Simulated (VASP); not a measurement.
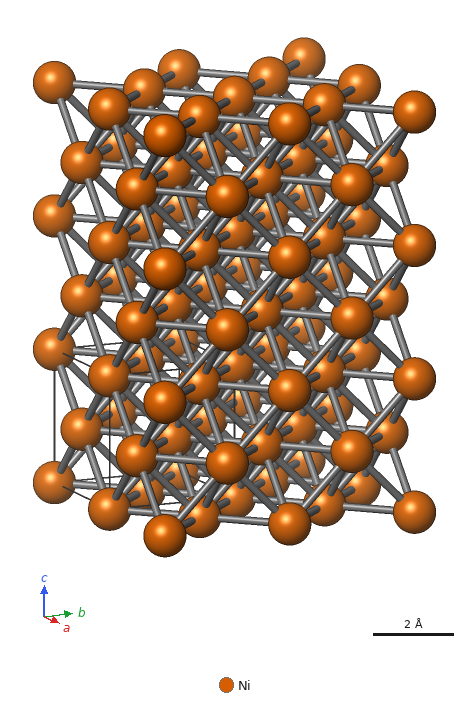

The structure (ball-and-stick view of the cell 4 times as large as that of the calculation, set on its symmetry axes, repeated 2 × 2 × 3, seen slightly off an axis). An atom can appear more than once, as a periodic image. Near neighbours in the periodic cell (some may lie outside the picture): Ni has 12 Ni at 2.42 Å.

# Ni: band-structure run (part 1 of 2)

The run: band-structure run of Ni (1 atom in the cell). Method and program: Kohn-Sham DFT of a periodic cell, LDA, VASP PAW LDA potentials, recommended, spin-polarised (VASP 6.6.1).

The structure derives from an entry of the Crystallography Open Database.

## OSZICAR
```
N       E                     dE             d eps       ncg     rms          rms(c)
DAV:   1     0.141100664628E+02    0.14110E+02   -0.38202E+03  1812   0.109E+03
DAV:   2    -0.745675610534E+01   -0.21567E+02   -0.20816E+02  1722   0.141E+02
DAV:   3    -0.770095093089E+01   -0.24419E+00   -0.24405E+00  2001   0.188E+01
DAV:   4    -0.770292374802E+01   -0.19728E-02   -0.19727E-02  1887   0.149E+00
DAV:   5    -0.770297056712E+01   -0.46819E-04   -0.46817E-04  1991   0.197E-01    0.110E+01
RMM:   6    -0.687167170035E+01    0.83130E+00   -0.45747E+00  1962   0.380E+01    0.607E+00
RMM:   7    -0.661554786777E+01    0.25612E+00   -0.69955E-01  1940   0.157E+01    0.246E+00
RMM:   8    -0.658948059477E+01    0.26067E-01   -0.15898E-02  2208   0.137E+00    0.997E-01
RMM:   9    -0.658736709672E+01    0.21135E-02   -0.23212E-03  2110   0.724E-01    0.235E-01
RMM:  10    -0.658687926759E+01    0.48783E-03   -0.47042E-04  2191   0.351E-01    0.697E-02
RMM:  11    -0.658680448304E+01    0.74785E-04   -0.13713E-04  2165   0.183E-01    0.340E-02
RMM:  12    -0.658680787016E+01   -0.33871E-05   -0.33827E-05  2330   0.529E-02    0.906E-03
RMM:  13    -0.658680764511E+01    0.22505E-06   -0.38620E-06  2135   0.282E-02    0.264E-03
RMM:  14    -0.658680771187E+01   -0.66760E-07   -0.13381E-06  1835   0.107E-02    0.736E-04
RMM:  15    -0.658680773674E+01   -0.24871E-07   -0.12504E-07  1107   0.400E-03
   1 F= -.65868077E+01 E0= -.65824434E+01  d E =-.872874E-02  mag=     0.6499
       N       E                     dE             ncg
DAV:   1     0.481005543670E+04   -0.15327E+05     1756
DAV:   2     0.373296126485E+04   -0.10771E+04     1711
DAV:   3     0.372203575167E+04   -0.10926E+02     1885
DAV:   4     0.372192477783E+04   -0.11097E+00     1885
DAV:   5     0.372192225470E+04   -0.25231E-02     1934
DAV:   6     0.372192217619E+04   -0.78509E-04     2030
DAV:   7     0.372192217400E+04   -0.21909E-05     1633
DAV:   8     0.372192217394E+04   -0.61627E-07     1221
       N       E                     dE             ncg
DAV:   1     0.465811762338E+04   -0.10303E+05     1709
DAV:   2     0.359148255987E+04   -0.10666E+04     1751
DAV:   3     0.357949527199E+04   -0.11987E+02     2218
DAV:   4     0.357939906240E+04   -0.96210E-01     2047
DAV:   5     0.357939690028E+04   -0.21621E-02     2231
DAV:   6     0.357939684148E+04   -0.58796E-04     2180
DAV:   7     0.357939683993E+04   -0.15546E-05     2011
DAV:   8     0.357939683988E+04   -0.45792E-07     1504
       N       E                     dE             ncg
DAV:   1     0.484179553440E+04   -0.17572E+05     1756
DAV:   2     0.378512530756E+04   -0.10567E+04     1725
DAV:   3     0.377317595714E+04   -0.11949E+02     1900
DAV:   4     0.377307214813E+04   -0.10381E+00     1889
DAV:   5     0.377306964515E+04   -0.25030E-02     2047
DAV:   6     0.377306955966E+04   -0.85489E-04     2000
DAV:   7     0.377306955759E+04   -0.20705E-05     1643
DAV:   8     0.377306955751E+04   -0.73249E-07     1135
       N       E                     dE             ncg
DAV:   1     0.187586087014E+05   -0.35709E+04      332
DAV:   2     0.185441019327E+05   -0.21451E+03      324
DAV:   3     0.185420498457E+05   -0.20521E+01      350
DAV:   4     0.185420271157E+05   -0.22730E-01      331
DAV:   5     0.185420263812E+05   -0.73450E-03      361
DAV:   6     0.185420263610E+05   -0.20236E-04      350
DAV:   7     0.185420263600E+05   -0.90799E-06      355
DAV:   8     0.185420263600E+05   -0.26383E-07      192
```

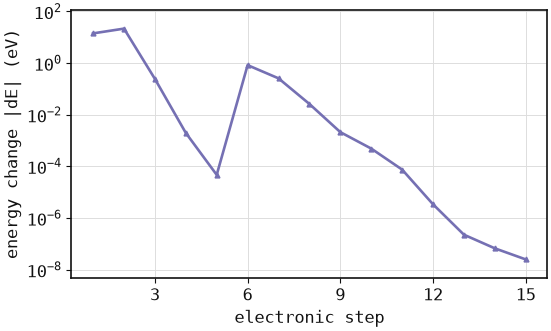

Convergence of the self-consistent field: energy change |dE| against the electronic step. It takes 15 electronic steps. The density is held fixed in the first few steps, and dE rises again when its update begins.

## Parts of OUTCAR
```
SYSTEM = Ni
   PREC = Accurate
   ENCUT = 350
   EDIFF = 1E-7
   ISMEAR = 0
   LREAL = .FALSE.
   LASPH = .TRUE.
   NELM = 150
   ISIF = 2
   ISPIN = 2
   LORBIT = 11

 ion  position               nearest neighbor table
   1  0.000  0.000  0.000-

  LATTYP: Found a face centered cubic cell.
 ALAT       =     3.4229207996

  Lattice vectors:

 A1 = (   0.0000000000,   1.7114603998,   1.7114603998)
 A2 = (   1.7114603998,   0.0000000000,   1.7114603998)
 A3 = (   1.7114603998,   1.7114603998,   0.0000000000)

Analysis of symmetry for initial positions (statically):
=====================================================================
 Subroutine PRICEL returns:
 Original cell was already a primitive cell.

 Routine SETGRP: Setting up the symmetry group for a
 face centered cubic supercell.

 Subroutine GETGRP returns: Found 48 space group operations
 (whereof 48 operations were pure point group operations)
 out of a pool of 48 trial point group operations.

The static configuration has the point symmetry O_h .

Analysis of symmetry for dynamics (positions and initial velocities):
=====================================================================
 Subroutine PRICEL returns:
 Original cell was already a primitive cell.

 Routine SETGRP: Setting up the symmetry group for a
 face centered cubic supercell.

 Subroutine GETGRP returns: Found 48 space group operations
 (whereof 48 operations were pure point group operations)
 out of a pool of 48 trial point group operations.

The dynamic configuration has the point symmetry O_h .

Analysis of structural, dynamic, and magnetic symmetry:
=====================================================================
 Subroutine PRICEL returns:
 Original cell was already a primitive cell.

 Routine SETGRP: Setting up the symmetry group for a
 face centered cubic supercell.

 Subroutine GETGRP returns: Found 48 space group operations
 (whereof 48 operations were pure point group operations)
 out of a pool of 48 trial point group operations.

The overall configuration has the point symmetry O_h .

 Subroutine INISYM returns: Found 48 space group operations
 (whereof 48 operations are pure point group operations),
 and found     1 'primitive' translations

----------------------------------------------------------------------------------------

                                     Primitive cell

  volume of cell :      10.0261

  direct lattice vectors                    reciprocal lattice vectors
     0.000000000  1.711460400  1.711460400    -0.292148156  0.292148156  0.292148156
     1.711460400  0.000000000  1.711460400     0.292148156 -0.292148156  0.292148156
     1.711460400  1.711460400  0.000000000     0.292148156  0.292148156 -0.292148156

  length of vectors
     2.420370509  2.420370509  2.420370509     0.506015450  0.506015450  0.506015450

  position of ions in fractional coordinates (direct lattice)
     0.000000000  0.000000000  0.000000000

  ion indices of the primitive-cell ions
   primitive index   ion index
                 1           1

----------------------------------------------------------------------------------------

 KPOINTS: Automatic mesh

Automatic generation of k-mesh.
 Grid dimensions read from file:
 generate k-points for:   10   10   10

 Generating k-lattice:

  Cartesian coordinates                     Fractional coordinates (reciprocal lattice)
    -0.029214816  0.029214816  0.029214816     0.100000000  0.000000000  0.000000000
     0.029214816 -0.029214816  0.029214816     0.000000000  0.100000000  0.000000000
     0.029214816  0.029214816 -0.029214816     0.000000000  0.000000000  0.100000000

  Length of vectors
     0.050601545  0.050601545  0.050601545

  Shift w.r.t. Gamma in fractional coordinates (k-lattice)
     0.000000000  0.000000000  0.000000000

 Subroutine IBZKPT returns following result:
 ===========================================

 Found     47 irreducible k-points:

 Following reciprocal coordinates:
            Coordinates               Weight
  0.000000  0.000000  0.000000      1.000000
  0.100000  0.000000  0.000000      8.000000
  0.200000  0.000000  0.000000      8.000000
  0.300000  0.000000  0.000000      8.000000
  0.400000  0.000000  0.000000      8.000000
  0.500000  0.000000  0.000000      4.000000
  0.100000  0.100000  0.000000      6.000000
  0.200000  0.100000  0.000000     24.000000
  0.300000  0.100000  0.000000     24.000000
  0.400000  0.100000  0.000000     24.000000
  0.500000  0.100000  0.000000     24.000000
 -0.400000  0.100000  0.000000     24.000000
 -0.300000  0.100000  0.000000     24.000000
 -0.200000  0.100000  0.000000     24.000000
 -0.100000  0.100000  0.000000     12.000000
  0.200000  0.200000  0.000000      6.000000
  0.300000  0.200000  0.000000     24.000000
  0.400000  0.200000  0.000000     24.000000
  0.500000  0.200000  0.000000     24.000000
 -0.400000  0.200000  0.000000     24.000000
 -0.300000  0.200000  0.000000     24.000000
 -0.200000  0.200000  0.000000     12.000000
  0.300000  0.300000  0.000000      6.000000
  0.400000  0.300000  0.000000     24.000000
 [... further k-points ...]
   k-points           NKPTS =     47   k-points in BZ     NKDIM =     47   number of bands    NBANDS=      9
   number of dos      NEDOS =    301   number of ions     NIONS =      1
   total plane-waves  NPLWV =   4096
   dimension x,y,z NGX =    16 NGY =   16 NGZ =   16
   dimension x,y,z NGXF=    32 NGYF=   32 NGZF=   32
   ions per type =               1
   NGX,Y,Z   is equivalent  to a cutoff of  10.99, 10.99, 10.99 a.u.
   NGXF,Y,Z  is equivalent  to a cutoff of  21.98, 21.98, 21.98 a.u.
 SYSTEM =  Ni
   PREC   = accura    normal or accurate (medium, high low for compatibility)
   ISTART =      0    job   : 0-new  1-cont  2-samecut
   ICHARG =      2    charge: 1-file 2-atom 10-const
   ISPIN  =      2    spin polarized calculation?
   LNONCOLLINEAR =      F non collinear calculations
   LSORBIT =      F    spin-orbit coupling
   LASPH  =      T    aspherical Exc in radial PAW
   ENCUT  =  350.0 eV  25.72 Ry    5.07 a.u.   3.69  3.69  3.69*2*pi/ulx,y,z
   NELM   =    150;   NELMIN=  2; NELMDL= -5     # of ELM steps
   EDIFF  = 0.1E-06   stopping-criterion for ELM
   LREAL  =      F    real-space projection
   EDIFFG = 0.1E-05   stopping-criterion for IOM
   NSW    =      0    number of steps for IOM
   IBRION =     -1    ionic relax: 0-MD 1-quasi-New 2-CG
   NFREE  =      0    steps in history (QN), initial steepest desc. (CG)
   ISIF   =      2    stress and relaxation
   ISYM   =      2    0-nonsym 1-usesym 2-fastsym
   POTIM  = 0.5000    time-step for ionic-motion
   TEBEG  =    0.0;   TEEND  =   0.0 temperature during run
   PSTRESS=    0.0 pullay stress
   NELECT =      10.0000    total number of electrons
   NUPDOWN=      -1.0000    fix difference up-down
   EMIN   =  10.00;   EMAX   =-10.00  energy-range for DOS
   EFERMI =   0.00;   METHOD = LEGACY
   ISMEAR =     0;   SIGMA  =   0.10  broadening in eV -4-tet -1-fermi 0-gaus
   EFERMI_NEDOS =   21; number of points for ismear=-14 and -15
   IALGO  =     68    algorithm
   IMIX   =      4    mixing-type and parameters
     AMIX     =   0.40;   BMIX     =  1.00
     AMIX_MAG =   1.60;   BMIX_MAG =  1.00
  volume/ion in A,a.u.               =      10.03        67.66
  Fermi-wavevector in a.u.,A,eV,Ry     =   1.635679  3.090984 36.401633  2.675445
  Thomas-Fermi vector in A             =   2.727111
   LORBIT       =     11    0 simple, 1 ext, 2 COOP (PROOUT), +10 PAW based schemes
   GGA     = CA    functional components
   LHFCALC =     F    Hartree Fock is set to
```
